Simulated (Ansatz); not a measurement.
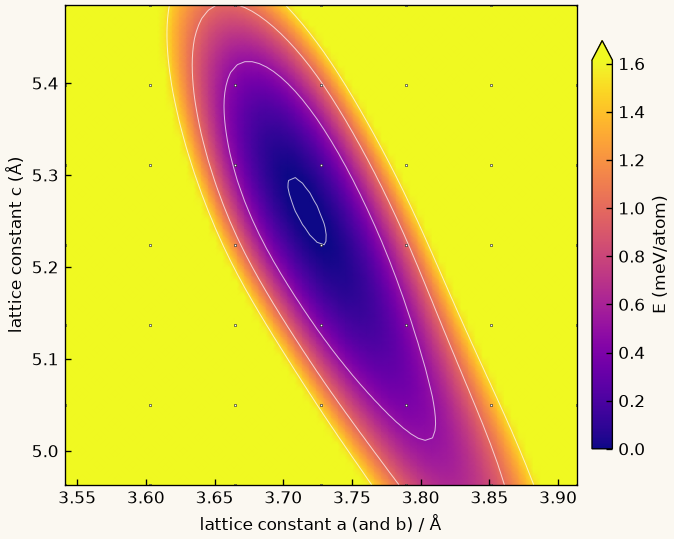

Na (I4/mmm, No. 139; 1 atom in the cell). 
- The energy is mapped over the lattice constants a and c of the conventional cell.
- The first coordinate is: lattice constant a (and b); the second: lattice constant c.
- Nothing is relaxed (symmetry fixes all fractional coordinates).
- The grid has 7 × 7 points.
- Points are written as (first, second).
- Energies are in meV/atom, from the lowest grid point.
- All numbers below come from Ansatz, DFT PBEsol, scalar-relativistic, plane waves, PAW. Settings: cutoff 520 eV, k-mesh 16×16×16, gaussian smearing 0.15 eV, no spin polarisation.

In the figure: a smooth colour map with a few white contour lines, dots at the grid points, one colour for all values above the top of the scale. Between grid points the surface is interpolated.

Question: Estimate the position of the minimum and the force constants in these coordinates.

Answer: The interpolated minimum is at lattice constant a (and b) ≈ 3.718 Å, lattice constant c ≈ 5.259 Å. The curvatures there are about 0.55 eV/Å² and 0.08 eV/Å², with a cross term of about 0.16 eV/Å² (per cell of 1 atoms). Round the minimum the valley is strongly tilted: raising lattice constant a (and b) shifts the best value of lattice constant c downwards (coupling k₁₂/√(k₁₁k₂₂) about 0.8).
